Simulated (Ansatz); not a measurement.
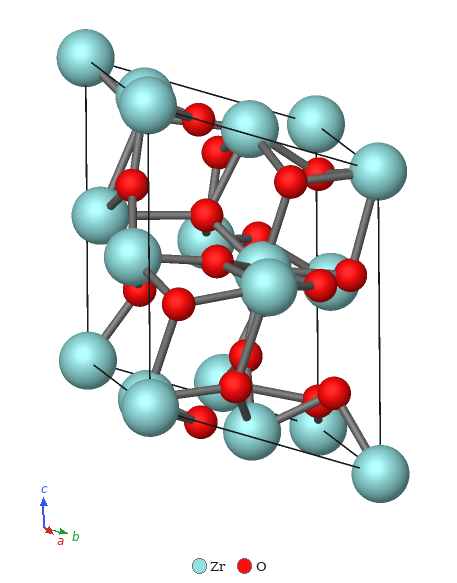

Ball-and-stick drawing of the structure, looking from a general direction. Thin lines show the simulation cell, with boundary atoms drawn in all their periodic places. Cell: a = 6.817 Å, b = 7.376 Å, c = 7.376 Å, α = 90.58°, β = 116.25°, γ = 116.25°.

What structure is drawn here?

- It has the composition Zr8O17.
- No point symmetry survives, so the space group is P1.
- One cell contains 8 Zr, 17 O, 25 atoms in all.

Its origin is a structure listed in the Materials Project, repeated into a supercell with a point defect put in. The atoms were relaxed in a fixed cell with DFT PBE, scalar-relativistic, plane waves, PAW in Ansatz 0.2.0.
